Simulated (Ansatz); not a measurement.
Ta: geometry relaxation (part 2 of 2)

Continued. System: Ta (I4/mmm, 2 atoms in the cell). Method: DFT PBE, scalar-relativistic, plane waves, PAW, no spin polarisation (Ansatz 0.2.0); cutoff 420 eV, 16×16×16 k-mesh, Gaussian smearing of 0.1 eV. The structure derives from a Materials Project entry. It belongs to a series of runs on one base structure; here: uniaxial strain along a, b, c and atoms relaxed: -4.0 %.

Geometry of the input (Å; fractional positions):
```
3.1863  0.0000  0.0000
0.0000  3.3523  0.0000
0.0000  0.0000  3.3523
Ta 0.0000  0.0000  0.0000
Ta 0.5000  0.5000  0.5000
```

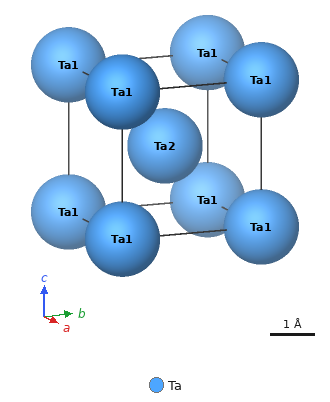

**Figure 1.** The geometry at step 2 of the log (spheres-only view of the cell of the calculation, seen slightly off an axis; atoms are numbered from 1 in the order of the input).

**Output, continued**
```
SCF iter   1: F=—  HF=-19864.479588 eV  |F-HF|=—  |Δ(HF+E_count)|=         —  Δρ=3.92e-5  dr2=2.69e-7  ethr=1.73e-9  ⟨swp⟩=3.3  Hψ=44307  notcnv=0
preconditioner: auto → none  [metal: Δε(μ)=0.003 eV  Ē_g=4.921 eV  σ=0.100 eV  W_gap=0.02  n_scr=6 (ndim 8)  ℏωp=19.5 eV  f_vac=0.000  D(μ)=2.80/eV (n_scr^D=30)]
iter 2 did not close the SCF: its close was put off for the readings that it lacked (scf_convergence_deferred on its scf_iter line)
SCF iter   2: F=-19864.479608 eV  HF=-19864.479608 eV  |F-HF|=1.61e-8  |Δ(HF+E_count)|=   2.00e-5  Δρ=1.84e-5  dr2=4.73e-8  ethr=1.03e-9  ⟨swp⟩=2.2  Hψ=8752  notcnv=0
iter 3 did not close the SCF: its close was put off for the readings that it lacked (scf_convergence_deferred on its scf_iter line)
SCF iter   3: F=-19864.479608 eV  HF=-19864.479608 eV  |F-HF|=3.06e-10  |Δ(HF+E_count)|=   1.79e-8  Δρ=2.02e-6  dr2=5.46e-10  ethr=1.82e-10  ⟨swp⟩=1.1  Hψ=6976  notcnv=0
iter 4 did not close the SCF: its close was put off for the readings that it lacked (scf_convergence_deferred on its scf_iter line)
SCF iter   4: F=-19864.479608 eV  HF=-19864.479608 eV  |F-HF|=7.28e-12  |Δ(HF+E_count)|=  3.67e-10  Δρ=1.78e-7  dr2=4.20e-12  ethr=2.10e-12  ⟨swp⟩=2.6  Hψ=11078  notcnv=0
iter 5 did not close the SCF: its close was put off for the readings that it lacked (scf_convergence_deferred on its scf_iter line)
SCF iter   5: F=-19864.479608 eV  HF=-19864.479608 eV  |F-HF|=7.28e-12  |Δ(HF+E_count)|=  3.64e-12  Δρ=3.44e-8  dr2=1.69e-13  ethr=1.00e-12  ⟨swp⟩=1.0  Hψ=6885  notcnv=0
SCF iter   6: F=-19864.479608 eV  HF=-19864.479608 eV  |F-HF|=0.00e0  |Δ(HF+E_count)|=  3.64e-12  Δρ=6.64e-9  dr2=1.56e-14  ethr=1.00e-12  ⟨swp⟩=1.0  Hψ=15390  notcnv=0
SCF 4 converged in 6 iterations: F = -19864.479608 eV  dr2 = 1.56e-14
relax step   4: F+E_penalty+E_count = -19864.47960804 eV  Δ(F+E_penalty+E_count) = -2.094e-5 eV  max|allowed force component| = 2.071e-30 eV/Å  Δτ_max = 0.0000 Å  P = +1.827 GPa  Ω = 36.299 Å³  energy of the carried Pulay correction = -1.752e-4 eV  fix = [a, alpha, beta, gamma]  reactions: a +5.484 GPa  (6 SCF iters, dr2 threshold 5.38e-8 eV, accepted)
Initial wavefunctions: pseudopotential atomic-orbital guess (no wavefunctions were taken with the density)
iter 1 solved again at ethr=9.92e-8 eV; its pass at ethr=3.10e-3 eV (dr2=2.58e-5 eV) is discarded
SCF iter   1: F=—  HF=-19864.479726 eV  |F-HF|=—  |Δ(HF+E_count)|=         —  Δρ=2.54e-4  dr2=5.08e-7  ethr=9.92e-8  ⟨swp⟩=3.0  Hψ=47362  notcnv=0
SCF iter   2: F=—  HF=-19864.479782 eV  |F-HF|=—  |Δ(HF+E_count)|=   5.58e-5  Δρ=1.27e-4  dr2=1.26e-7  ethr=1.95e-9  ⟨swp⟩=1.2  Hψ=7017  notcnv=0
SCF iter   3: F=—  HF=-19864.479793 eV  |F-HF|=—  |Δ(HF+E_count)|=   1.05e-5  Δρ=6.63e-7  dr2=4.17e-11  ethr=4.86e-10  ⟨swp⟩=1.0  Hψ=6886  notcnv=0
SCF iter   4: F=—  HF=-19864.479793 eV  |F-HF|=—  |Δ(HF+E_count)|=  9.09e-11  Δρ=2.29e-7  dr2=6.36e-12  ethr=1.00e-12  ⟨swp⟩=2.7  Hψ=11630  notcnv=0
iter 5 did not close the SCF: its close was put off for the readings that it lacked (scf_convergence_deferred on its scf_iter line)
SCF iter   5: F=-19864.479793 eV  HF=-19864.479793 eV  |F-HF|=3.64e-12  |Δ(HF+E_count)|=  1.46e-11  Δρ=4.99e-8  dr2=4.54e-13  ethr=1.00e-12  ⟨swp⟩=1.0  Hψ=6885  notcnv=0
iter 6 did not close the SCF: its close was put off for the readings that it lacked (scf_convergence_deferred on its scf_iter line)
SCF iter   6: F=-19864.479793 eV  HF=-19864.479793 eV  |F-HF|=7.28e-12  |Δ(HF+E_count)|=  1.09e-11  Δρ=1.27e-8  dr2=2.84e-14  ethr=1.00e-12  ⟨swp⟩=1.0  Hψ=6885  notcnv=0
iter 7 did not close the SCF: its close was put off for the readings that it lacked (scf_convergence_deferred on its scf_iter line)
SCF iter   7: F=-19864.479793 eV  HF=-19864.479793 eV  |F-HF|=3.64e-12  |Δ(HF+E_count)|=  1.09e-11  Δρ=6.37e-9  dr2=1.37e-14  ethr=1.00e-12  ⟨swp⟩=1.0  Hψ=6885  notcnv=0
iter 8 did not close the SCF: its close was put off for the readings that it lacked (scf_convergence_deferred on its scf_iter line)
SCF iter   8: F=-19864.479793 eV  HF=-19864.479793 eV  |F-HF|=3.64e-12  |Δ(HF+E_count)|=  1.09e-11  Δρ=6.78e-10  dr2=1.25e-16  ethr=1.00e-12  ⟨swp⟩=1.0  Hψ=6885  notcnv=0
SCF iter   9: F=-19864.479793 eV  HF=-19864.479793 eV  |F-HF|=2.55e-11  |Δ(HF+E_count)|=  7.28e-12  Δρ=3.09e-10  dr2=3.59e-17  ethr=1.00e-12  ⟨swp⟩=2.0  Hψ=17670  notcnv=0
SCF 5 converged in 9 iterations: F = -19864.479793 eV  dr2 = 3.59e-17
relax step   5: F+E_penalty+E_count = -19864.47979281 eV  Δ(F+E_penalty+E_count) = -1.848e-4 eV  max|allowed force component| = 8.382e-31 eV/Å  Δτ_max = 0.0000 Å  P = +1.833 GPa  Ω = 36.299 Å³  fix = [a, alpha, beta, gamma]  reactions: a +5.486 GPa  stress off target by 6.03e-3 GPa on what of the cell is left free  SCF on the basis re-selected at this cell (its energy is not comparable with the rows above)  (9 SCF iters)
basis re-selected at this cell: Δ(F+E_penalty+E_count) = -1.848e-4 eV, ΔP = +0.006 GPa vs the last step (what re-selecting the basis moved, of the pressure what is left beyond the Pulay correction that the steps carried, after the strain that the cell walked since its last selection, with what the two solves' SCF thresholds leave and, on support functions, any second-order correction that the steps lacked; it is no measure of the basis error at this ecutwfc). This SCF's stress stands 6.03e-3 GPa from its target on what of the cell is left free (relax.cell.stress_tol is 1.50e-2 GPa) and its largest allowed force component is 8.38e-31 eV/Å (relax.f_tol is 8.00e-3 eV/Å): within both
SCF converged after 9 iterations
Free energy (F): -19864.479793 eV
Harris-Foulkes:  -19864.479793 eV  (|F-HF|=2.55e-11)
Internal energy: -19864.465809 eV  (E = F + TS)
E sigma→0 (E₀):  -19864.472801 eV
Entropy (-TS):   -0.013984 eV (-6.992 meV/atom)
Fermi energy:    18.489037 eV
--- Per-component energies (eV) ---
  E_band       = -210.959871
  E_kinetic    = 731.850031
  E_local      = -1104.068713  (includes V_loc(G=0)·N_el)
  E_nonlocal   = 29.618087
  E_hartree    = 382.852425
  E_xc         = -436.901474
  E_vxc        = -408.072749  (∫ρ·V_xc dr)
  E_paw        = -16793.290000  (= ΣΔE_a)
  E_vpaw       = -225.991654  (= ΣTr[D̂ρ^β])
  E_aug_tail   = 0.000278  (compensation charges beyond the density's cutoff)
  E_ewald      = -2674.526443
  E_smearing   = -0.013984  (= −TS)
  E_closure    = 0.000000  (closes the sum)
  Σ components = -19864.479793   (vs F -19864.479793, Δ=0.00e0)
--- Forces (eV/Å), atoms counted from 1 ---
  atom   1  Ta     0.00000000     0.00000000    -0.00000000
  atom   2  Ta     0.00000000    -0.00000000    -0.00000000
  max |Σ_I F_I| component: 4.98e-30 eV/Å
--- Stress (GPa, compression-positive) ---
        5.486412       0.000000      -0.000000
        0.000000       0.006032      -0.000000
       -0.000000      -0.000000       0.006032
  P = ⅓ Tr σ = 1.8328 GPa (18.328 kbar)
--- Band table (eV; the first three rows and the last of 405) ---
  k-point 0: bands = ["-48.6136", "-48.4197", "-15.4158", "-15.4158", "-15.2752", "-14.5772", "-14.5772", "-14.5635", "10.6098", "14.6432", "14.7979", "18.7479", "19.4972", "19.4972", "21.9111", "22.9460", "25.1922"]
  k-point 1: bands = ["-48.6116", "-48.4214", "-15.4145", "-15.4077", "-15.2682", "-14.5928", "-14.5852", "-14.5701", "10.6931", "14.7029", "14.8434", "18.7449", "19.4907", "19.5363", "21.8137", "22.9387", "24.7080"]
  k-point 2: bands = ["-48.6055", "-48.4263", "-15.4099", "-15.3837", "-15.2476", "-14.6378", "-14.6088", "-14.5898", "10.9392", "14.8722", "14.9784", "18.7410", "19.4765", "19.6530", "21.4968", "22.9666", "23.7105"]
  k-point 404: bands = ["-48.4930", "-48.4930", "-15.1985", "-15.1985", "-15.1334", "-15.1334", "-15.1334", "-15.1334", "17.1330", "17.1330", "17.1330", "17.1330", "17.4859", "17.4859", "23.2833", "23.2833", "23.5831"]
--- Relaxed structure (4 steps of the walk, 3 accepted, 1 SCFs on fresh bases) ---
  F+E_penalty+E_count = -19864.47979281 eV   max|allowed force component| = 8.382e-31 eV/Å   (the final SCF, on the basis selected at the relaxed cell)
  cell:  # Å, volume = 36.2995 Å³
    - [3.1862998955, -1.4244797353622532e-126, -3.2991357382128626e-128]
    - [-1.4986713882647973e-126, 3.3752563244342078, -3.5878979261529907e-98]
    - [-3.4709657246223366e-128, -3.5878979261529907e-98, 3.3752563244342078]
  atoms:
    - { symbol: Ta, position: [0.0, 0.0, 0.0] }
    - { symbol: Ta, position: [0.5, 0.5, 0.5] }
```

**Trajectory as extended XYZ (Å, eV, eV/Å), 5 frames, from step=1 to step=5**
```
2
Lattice="3.1863 0.0000 0.0000 0.0000 3.3523 0.0000 0.0000 0.0000 3.3523" Properties=species:S:1:pos:R:3:forces:R:3 step=1 energy=-19864.47543 pressure_GPa=4.59
Ta    0.0000    0.0000    0.0000    0.0000   0.0000   0.0000
Ta    1.5932    1.6761    1.6761    0.0000   0.0000   0.0000
2
Lattice="3.1863 0.0000 0.0000 0.0000 3.4339 0.0000 0.0000 0.0000 3.4339" Properties=species:S:1:pos:R:3:forces:R:3 step=2 energy=-19864.45206 pressure_GPa=-4.54 accepted=F
Ta    0.0000    0.0000    0.0000    0.0000   0.0000   0.0000
Ta    1.5932    1.7169    1.7169    0.0000   0.0000   0.0000
2
Lattice="3.1863 0.0000 0.0000 0.0000 3.3764 0.0000 0.0000 0.0000 3.3764" Properties=species:S:1:pos:R:3:forces:R:3 step=3 energy=-19864.47959 pressure_GPa=1.69
Ta    0.0000    0.0000    0.0000    0.0000   0.0000   0.0000
Ta    1.5932    1.6882    1.6882    0.0000   0.0000   0.0000
2
Lattice="3.1863 0.0000 0.0000 0.0000 3.3753 0.0000 0.0000 0.0000 3.3753" Properties=species:S:1:pos:R:3:forces:R:3 step=4 energy=-19864.47961 pressure_GPa=1.83
Ta    0.0000    0.0000    0.0000    0.0000   0.0000   0.0000
Ta    1.5932    1.6876    1.6876    0.0000   0.0000   0.0000
2
Lattice="3.1863 0.0000 0.0000 0.0000 3.3753 0.0000 0.0000 0.0000 3.3753" Properties=species:S:1:pos:R:3:forces:R:3 step=5 energy=-19864.47979 pressure_GPa=1.83
Ta    0.0000    0.0000    0.0000    0.0000   0.0000   0.0000
Ta    1.5932    1.6876    1.6876    0.0000   0.0000   0.0000
```

**Key numbers**

- outcome: converged
- space group (tolerance 0.01 Å): I4/mmm (139)
- electrons treated: 26
- free energy: −19864.4798 eV
- Fermi energy: 18.489 eV
- gap on the k-point mesh: none (metallic)
- pressure: 1.83 GPa
- final volume: 36.30 Å³
- largest force (length of the vector) at the end: under 0.001 eV/Å
- final cell: a = 3.186 Å, b = 3.375 Å, c = 3.375 Å, α = 90.00°, β = 90.00°, γ = 90.00°
- hardware: 1 thread of Intel Xeon (Granite Rapids), 32 GiB of memory available, shared host
- wall time: 32 s
- peak memory: 0.56 GiB

Spin–orbit coupling is left out, which matters for Ta.
